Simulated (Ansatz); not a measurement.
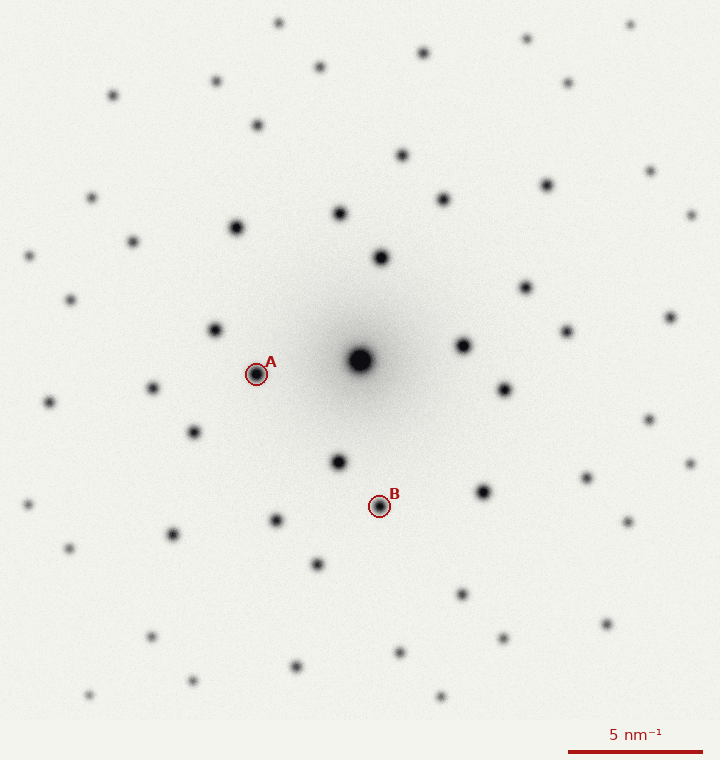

The pattern is a kinematic simulation for 200 kV electrons (no multiple scattering; isotropic B = 0.5 Å²). Two individuals of a reflection twin are superposed (a geometric construction: whether this twin forms is not tested). Crystal: Ir, space group Pm-3m (No. 221), a = 2.55 Å, zone axis [110]. Structure: coordinates from a relaxation with Ansatz, DFT, m-r2SCAN, plane waves (500 eV) with PAW, scalar-relativistic; the starting structure was generated, so it need not be a known form of this composition.

```cif
data_structure
_symmetry_space_group_name_H-M 'Pm-3m'
_symmetry_Int_Tables_number 221
_cell_length_a 2.5528
_cell_length_b 2.5528
_cell_length_c 2.5528
_cell_angle_alpha 90.000
_cell_angle_beta 90.000
_cell_angle_gamma 90.000
_cell_volume 16.64
loop_
_atom_site_label
_atom_site_type_symbol
_atom_site_symmetry_multiplicity
_atom_site_Wyckoff_symbol
_atom_site_fract_x
_atom_site_fract_y
_atom_site_fract_z
_atom_site_occupancy
Ir1 Ir 1 a 0.00000 0.00000 0.00000 1
```

In the first individual spot A is 0 0 -1 and spot B is -1 1 0.

### On which plane is the crystal twinned?

(1-1-1). The spot positions of the combined pattern are mirror-symmetric about the row through 1 -1 -1 (d = 1.474 Å), which both individuals share, while a single individual has only symmetry 2mm without that mirror line. Friedel's law adds the mirror line at right angles, so a twin on (1-12) would give the same picture; the more widely spaced plane was used.

### Which other reflections coincide?

Off the common row, 1 -1 2, 0 0 3, 2 -2 1 and their kin fall on spots of the second individual; about 25 % of the first individual's visible spots are shared.
